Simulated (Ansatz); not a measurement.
Consider TaN (slab).

The calculation's input:

```
crystal:
  lattice:
    - [2.8707276426, 0.0, 0.0]
    - [0.0, 2.9239890448, 0.0]
    - [0.0, 0.0, 26.8171610347]
  atoms:
    - { symbol: Ta, position: [0.5, 0.5, 0.2796716621] }
    - { symbol: "N", position: [0.0, 0.5, 0.3426226158] }
    - { symbol: Ta, position: [0.5, 0.0, 0.3740980926] }
    - { symbol: "N", position: [0.0, 0.0, 0.4370490463] }
    - { symbol: Ta, position: [0.5, 0.5, 0.4685245232] }
    - { symbol: "N", position: [0.0, 0.5, 0.5314754768] }
    - { symbol: Ta, position: [0.5, 0.0, 0.5629509537] }
    - { symbol: "N", position: [0.0, 0.0, 0.6259019074] }
    - { symbol: Ta, position: [0.5, 0.5, 0.6573773842] }
    - { symbol: "N", position: [0.0, 0.5, 0.7203283379] }
basis:
  ecutwfc: 420
kpoints:
  mp_grid: { grid: [12, 12, 1] }
hamiltonian:
  xc: pbesol
scf:
  occupations: { method: gaussian, width: 0.1 }
output:
  forces: true
  eigenvalues: true
  write_density: true
  write_potential: true
  elf: true
  volumetric_format: npy
relax:
  adjacent_minimum: "off"
  f_tol: 0.02
  max_steps: 60
efield:
  axis: 3
  dipole_correction: true
  ramp_width: 0.04
```

Command:

```sh
ansatz run input.yaml --threads 1 --pin off --max-ram 2560MiB --backend cpu --events-out ev --progress --plain --runs-dir out
```

The fields are those of the relaxed geometry.

These are results of DFT PBEsol, scalar-relativistic, plane waves, PAW in Ansatz 0.2.0, not measurements.

Question: Predict the valence pseudo-density and electron localisation function between the atoms.

Answer: Ta–N (2.22 Å): ρ is about 0.55 e/Å³ halfway; the ELF peaks at about 0.80 in the valence shell of N, 0.7 Å from its nucleus, and is about 0.20 at the midpoint; no shared electron pair shows on this line.

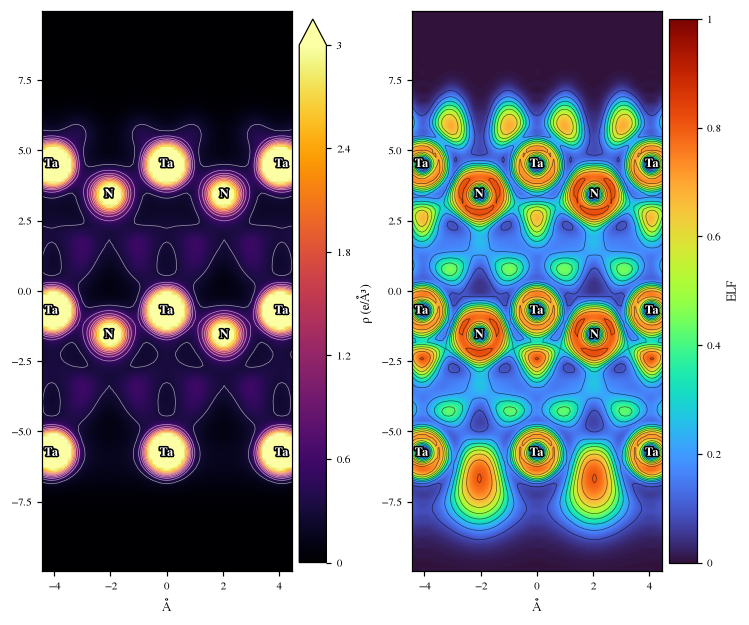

Computed valence pseudo-density and electron localisation function on the (110) plane of the calculation cell, a cut from vacuum to vacuum, in this order. 

Core electrons are frozen (PAW), and the valence fields are smoothed inside the atomic spheres.
